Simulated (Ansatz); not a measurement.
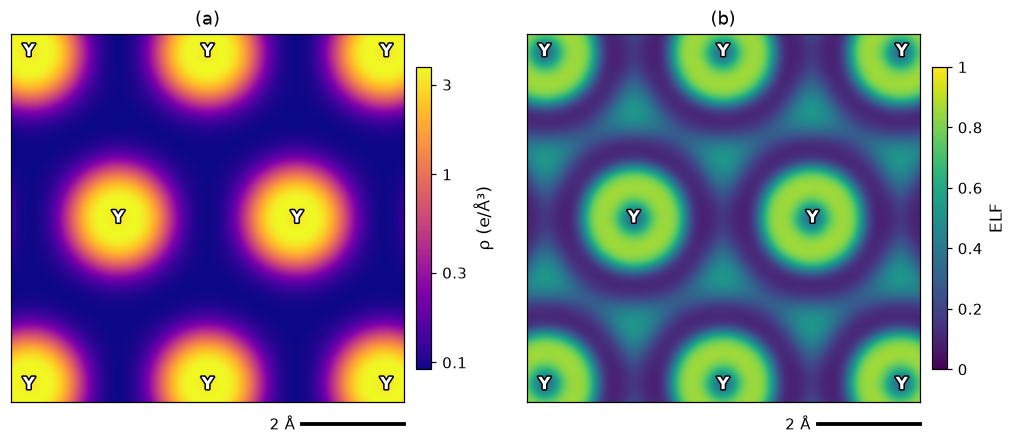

*Y. (a) valence charge density (pseudo); (b) ELF on the (101̄) plane of the conventional cell.*

Space group I4/mmm; changed on purpose from its base cell (strain +0.1125 x Voigt [0, 0, 1, 0, 0, 0], atoms carried along); computed pressure about −4 GPa in this cell; computed without spin polarisation.

Computed with Ansatz, DFT PBEsol, scalar-relativistic, plane waves, PAW.

In a PAW calculation such maps are meaningful between the atoms, not at the nuclei.

Q: Read the bonding off the picture.

A:
- The section cuts through Y sites.
- Y–Y (3.51 Å): ρ is about 0.09 e/Å³ halfway; the ELF is about 0.15 at the midpoint: no shared electron pair shows on this line.
- Y–Y (3.72 Å): ρ is about 0.09 e/Å³ halfway; the ELF is about 0.30 at the midpoint: no localised pair shows between them.
- Between the atoms the lowest density in this plane is 0.09 e/Å³.
- The features right at Y lie inside the PAW spheres, where the map follows smoothed inner orbitals and isn't to be read closely.

Q: Metal or insulator at this level of theory?

A: It is metallic or semimetallic at this level of theory: no gap opens.
